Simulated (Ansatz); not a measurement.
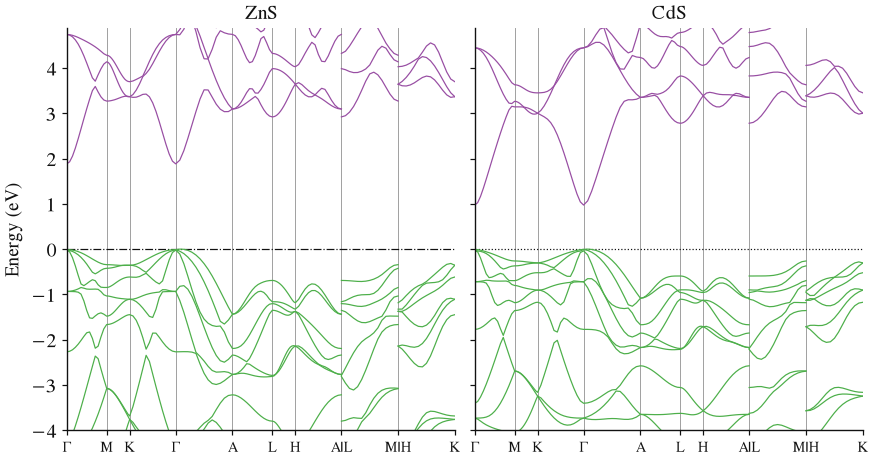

Band structures of two compounds with space group P3_221 and 6 atoms in the cell that differ in one element, each in its own cell. Zero is the valence-band top, or the Fermi level for a metal. Computed with Ansatz: DFT PBE, scalar-relativistic, plane waves, PAW, no spin polarisation.

**What does putting Cd in place of Zn do to the gap?**

Gaps along the path: ZnS 1.88 eV, at 19.7 Å³ per atom; CdS 0.97 eV, at 25.2 Å³ per atom. Going from Zn to the heavier Cd narrows the gap by 0.91 eV.

ZnS and CdS: the structure is an invented one, so it need not be a known or stable phase.
